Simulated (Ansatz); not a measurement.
A series of calculations on C

## 1. Relaxation

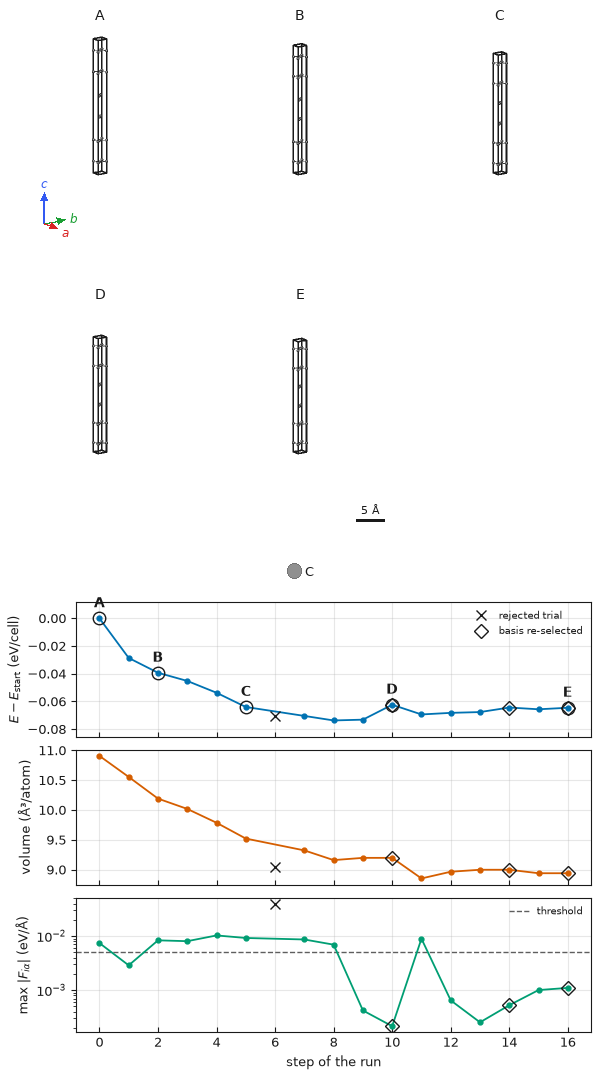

Frames of a relaxation of a crystal of C (set up in R-3m), marked on the history of the run. The picture is a ball-and-stick view of the conventional cell (3 times the calculation's cell), seen slightly off an axis. Lengths and directions refer to the drawn axes.

All numbers below come from DFT LDA, scalar-relativistic, plane waves, PAW (Ansatz).

Input
```yaml
crystal:
  lattice:
    - [1.2331880975, 0.7119814801, 8.2826151019]
    - [-1.2331880975, 0.7119814801, 8.2826151019]
    - [0.0, -1.4239629602, 8.2826151019]
  atoms:
    - { symbol: C, position: [0.91282692, 0.91282692, 0.91282692] }
    - { symbol: C, position: [0.24614994, 0.24614994, 0.24614994] }
    - { symbol: C, position: [0.75385006, 0.75385006, 0.75385006] }
    - { symbol: C, position: [0.08717308, 0.08717308, 0.08717308] }
basis:
  ecutwfc: 420
kpoints:
  mp_grid: { grid: [18, 18, 18] }
hamiltonian:
  xc: lda
scf:
  occupations: { method: gaussian, width: 0.01 }
output:
  forces: true
  stress: true
  eigenvalues: true
relax:
  adjacent_minimum: "off"
  f_tol: 0.005
  max_steps: 80
  cell: { stress_tol: 0.05 }
```

Command:
```bash
ansatz run input.yaml --threads 1 --pin off --max-ram 2560MiB --backend cpu --events-out ev --progress --plain --runs-dir out
```

Q: What happens along the run?

A: After 12 accepted moves (16 points after the start) the energy has fallen by 64.5 meV per cell of the calculation. The largest force component goes from 0.0074 to 0.0011 eV/Å. Pressure: −6.15 GPa at the start and −0.02 GPa at the end. The line search rejected the trial step at point 6 of the run. The SCF was repeated 3 times at an unchanged geometry on a basis and grid sized afresh for the cell, which shifted the energy by 10.8 meV per cell of the calculation at most. The largest moves relative to the cell, 0.14 Å, are those of C1, C2, C3 and C4. C4 goes along −c. The volume changes by −18.0 %, with a = b 2.466 → 2.445 Å (−0.9 %), c 24.848 → 20.727 Å (−16.6 %). Near-neighbour distances that change, for instance: C1–C2 1.424 → 1.412 Å. The space group stays R-3m (No. 166). The run took 6.1 min on 1 thread of Arm Neoverse V1, on a shared host, peak memory 0.56 GiB. From step 0 to 2: C atoms move most (0.06 Å), volume −6.6 %, energy −39.3 meV per cell of the calculation. From step 2 to 5: C atoms move most (0.19 Å), volume −6.6 %, energy −24.7 meV per cell of the calculation. From step 5 to 10: C atoms move most (0.02 Å), volume −3.4 %, energy +1.6 meV per cell of the calculation. From step 10 to 16: volume −2.8 %, energy −2.2 meV per cell of the calculation.

```
step  E − E(0), meV/atom  largest force component, eV/Å  pressure, GPa  volume, Å³/atom                      note
   0                0.00                         0.0074          -6.15           10.908                          
   1               -7.15                         0.0029          -2.09           10.555                          
   2               -9.82                         0.0083           0.40           10.192                          
   3              -11.29                         0.0081           0.75           10.019                          
   4              -13.43                         0.0103           1.01            9.787                          
   5              -15.99                         0.0092           1.28            9.522                          
   6              -17.57                         0.0398           0.57            9.039                  rejected
   7              -17.60                         0.0087          -0.39            9.323                          
   8              -18.42                         0.0069           0.02            9.161                          
   9              -18.28                         0.0004           0.01            9.199                          
  10              -15.59                         0.0002          -0.45            9.199  same geometry, new basis
  11              -17.34                         0.0090           0.23            8.854                          
  12              -17.05                         0.0006           0.05            8.966                          
  13              -16.91                         0.0003           0.00            8.999                          
  14              -16.09                         0.0005          -0.09            8.999  same geometry, new basis
  15              -16.41                         0.0010           0.00            8.941                          
  16              -16.13                         0.0011          -0.02            8.941  same geometry, new basis
```

Limits of the set-up: layers or molecules are held without a dispersion correction, so their spacing is unreliable.

## 2. A change

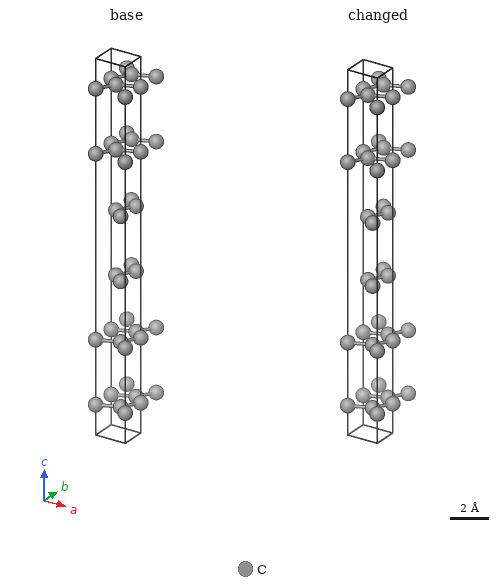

Left: crystalline C (set up in R-3m). Right: the same structure after one change, at the same scale. The picture is a ball-and-stick view of the cell of the calculation, repeated 1 × 2 × 1 with one cell outlined, seen from a free direction.

All numbers below come from DFT LDA, scalar-relativistic, plane waves, PAW (Ansatz 0.2.0). (plane-wave cutoff 420 eV; k-point mesh 18 × 18 × 2; occupations gaussian; smearing width 0.01 eV; no spin polarisation)

**Which change leads from the left to the right?**

Strain along c alone, −3.0 %, is applied. The other axes are held and the atoms relaxed.

**And its effect?**

The drawn cell changes as follows: a = b unchanged at 2.445 Å, c 20.727 → 20.105 Å (−3.0 %); the volume changes by −3.0 %. No atom moves by more than 0.005 Å relative to the cell. The space group stays R-3m (No. 166). The energy changes by less than 1 meV per atom. Pressure: 0.0 GPa before, 0.2 GPa after. The principal stresses (compression positive) are 0.9 GPa along c and −0.1 GPa across it.

Limits of the set-up: layers or molecules are held without a dispersion correction, so their spacing is unreliable.

## 3. Series

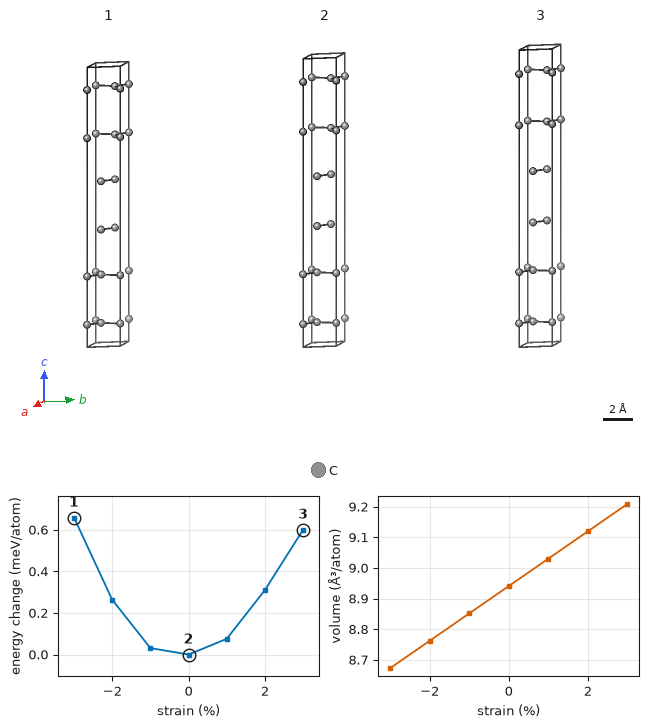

Members of a series of calculations on a crystal of C (set up in R-3m), marked on the first curve. Style: ball-and-stick. Shown: the cell of the calculation, slightly off an axis.

Theory: Ansatz, DFT LDA, scalar-relativistic, plane waves, PAW. (plane-wave cutoff 420 eV; k-point mesh 18 × 18 × 2; occupations gaussian; smearing width 0.01 eV; no spin polarisation)

### Which kind of strain is it, and how does the structure respond?

Strain along c alone, the other axes held, atoms relaxed. 1 (strain −3.0 %): energy change 0.7 meV/atom, volume 8.67 Å³ per atom. 2 (strain 0.0 %): energy change 0.0 meV/atom, volume 8.94 Å³ per atom. 3 (strain 3.0 %): energy change 0.6 meV/atom, volume 9.21 Å³ per atom. The rest compares 1 with 3. Cell: a = b unchanged at 2.445 Å, c 20.105 → 21.349 Å (+6.2 %). Volume +6.2 %. 

Limits of the set-up: layers or molecules are held without a dispersion correction, so their spacing is unreliable.
